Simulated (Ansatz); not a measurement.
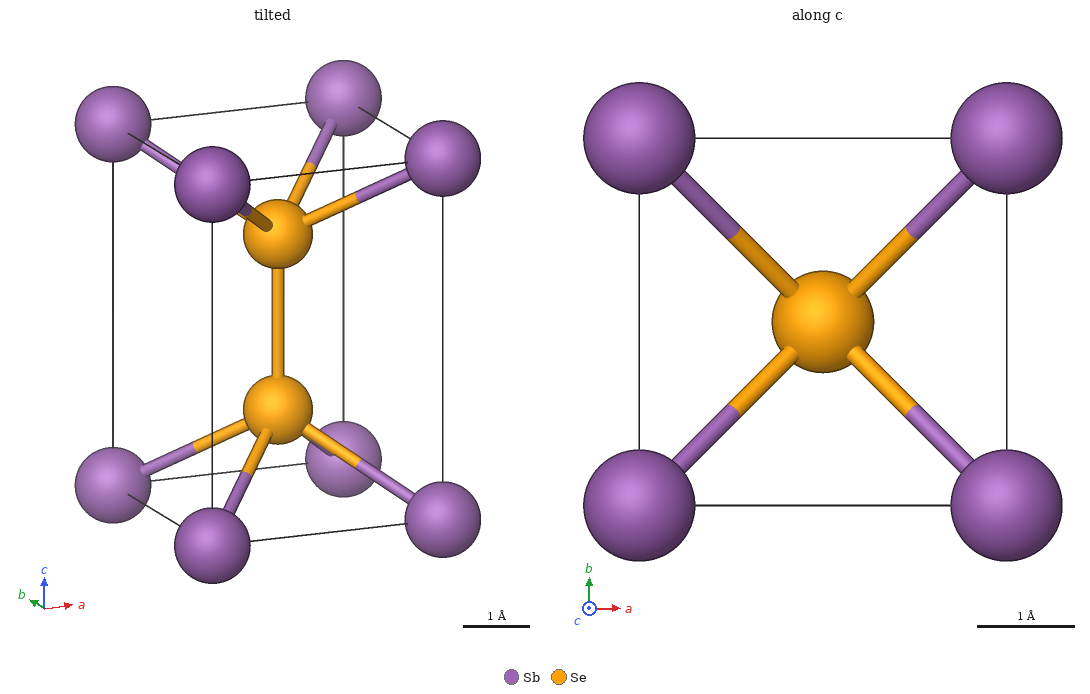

The structure above is drawn in ball-and-stick style and viewed slightly off an axis and along the c axis. Thin lines show the conventional unit cell, with boundary atoms drawn in all their periodic places. Cell: a = 3.80 Å, b = 3.80 Å, c = 5.67 Å, α = 90.00°, β = 90.00°, γ = 90.00°.

Starting structure: a structure type filled with these elements by a generator (whether the compound takes this form wasn't checked). Earlier steps of the study may have refined or changed the cell and positions. A calculation with Ansatz used it as input.

Give a description of the structure.

Its composition is SbSe₂. Its lattice is primitive tetragonal, its space group P4/mmm (No. 123). One cell contains 1 Sb, 2 Se, 3 atoms in all. With all contacts inside bonding distance counted, the coordination numbers are Sb 8 and Se 5.

Level of theory and settings: DFT PBE, scalar-relativistic, plane waves, PAW (Ansatz 0.2.0), cutoff 420 eV, Brillouin-zone sampling on a 12×12×8 mesh, Gaussian smearing of 0.1 eV, no spin polarisation.

What is the band gap, if any?

A metal: bands cross the Fermi level.

How charged are the atoms, by the Bader scheme?

Sb +0.88 e; Se -0.44 e.

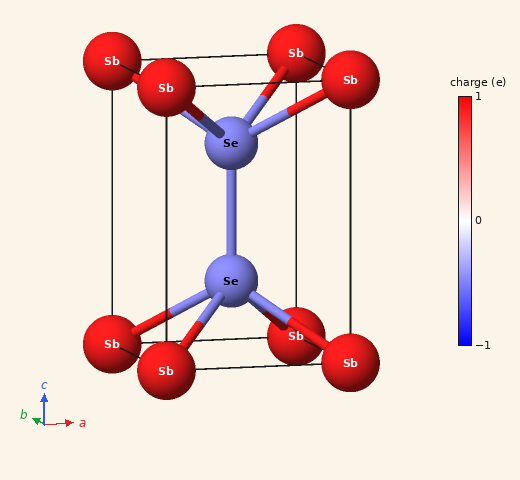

The atoms coloured by those charges. The run's cell of 3 atoms is drawn.

Do the forces and the stress vanish for this geometry?

Yes. All forces vanish to within 0.01 eV/Å. The pressure is 0.0 GPa, close to zero.
